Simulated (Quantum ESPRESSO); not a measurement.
System: NaCl, space group Pm-3m (No. 221).

Structure:
```cif
data_structure
_symmetry_space_group_name_H-M 'P 1'
_symmetry_Int_Tables_number 1
_cell_length_a 3.5022
_cell_length_b 3.5022
_cell_length_c 3.5022
_cell_angle_alpha 90.000
_cell_angle_beta 90.000
_cell_angle_gamma 90.000
_cell_volume 42.96
loop_
_atom_site_label
_atom_site_type_symbol
_atom_site_fract_x
_atom_site_fract_y
_atom_site_fract_z
_atom_site_occupancy
Cl1 Cl 0.50000 0.50000 0.50000 1
Na1 Na 0.00000 0.00000 0.00000 1
```

Method: plane-wave DFT, no spin polarisation; energies at scaled volumes of the given cell, shape and fractions fixed, counted from the fit's minimum, third-order Birch-Murnaghan fit (Quantum ESPRESSO 7.5). Level: rev-vdW-DF2.

- k mesh: 8×8×8
- occupations: Fermi–Dirac
- smearing width: 0.05 eV
- potentials: PseudoDojo 0.4.1 SR PBE standard
- wave cutoff: 1197 eV
- density cutoff: 4789 eV

Describe the result: the energy and pressure against volume. The volume takes the values 20.19, 20.62, 21.05, 21.48, 21.91, 22.34, 22.77 Å³/atom.

A third-order Birch–Murnaghan fit gives V0 = 20.86 Å³/atom, B0 = 27.8 GPa and B′ = 4.8. The energy is 2.03 meV/atom at volume 20.19 Å³/atom and 12.74 meV/atom at 22.77 Å³/atom; the lowest computed point is at volume 21.05 Å³/atom (0.13 meV/atom), and no other minimum shows. The pressure falls from 0.99 GPa at volume 20.19 Å³/atom to −2.00 GPa at 22.77 Å³/atom, and changes sign near 20.87 Å³/atom.

```csv
volume (Å³/atom),energy (meV/atom),pressure (GPa)
20.19,2.03,0.99
20.62,0.25,0.34
21.05,0.13,-0.25
21.48,1.49,-0.77
21.91,4.16,-1.23
22.34,7.86,-1.64
22.77,12.74,-2.00
```

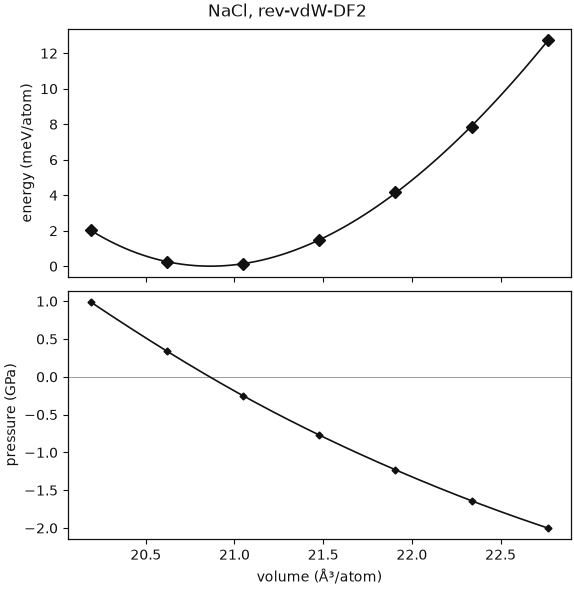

Note: potentials made for another functional.
